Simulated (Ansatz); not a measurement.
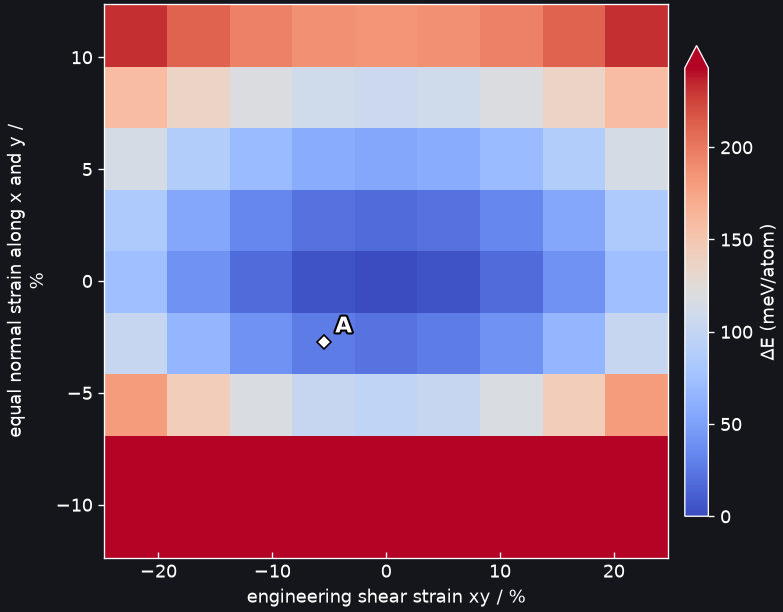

PbSe (Fm-3m, No. 225; 2 atoms in the cell). 
- The energy is mapped over two homogeneous strains (x, y and z along the cube axes).
- The first coordinate is: engineering shear strain xy; the second: equal normal strain along x and y.
- Nothing is relaxed (symmetry fixes all fractional coordinates).
- The grid has 9 × 9 points; 45 points were computed and 36 follow by symmetry.
- Points are written as (first, second).
- All energies are given in meV/atom relative to the lowest grid point.
- The band gap closes in part of the range. The D3 coefficients switch with the coordination numbers inside this range, which puts artificial structure into the map.
- Method: DFT PBE+D3(BJ), scalar-relativistic, plane waves, PAW (Ansatz 0.2.0). Settings: cutoff 420 eV, k-mesh 10×10×10, gaussian smearing 0.03 eV, no spin polarisation.

Drawn: one coloured cell a grid point, one colour for all values above the top of the scale, the point A.

Which way does the force act at A, and how strong is it?

Answer. A, at (−5.5 %, −2.75 %), is not a stationary point. The computed force is 1.7 meV/atom for each 1 % towards larger values of engineering shear strain xy and 17 meV/atom for each 1 % towards larger values of the second coordinate.
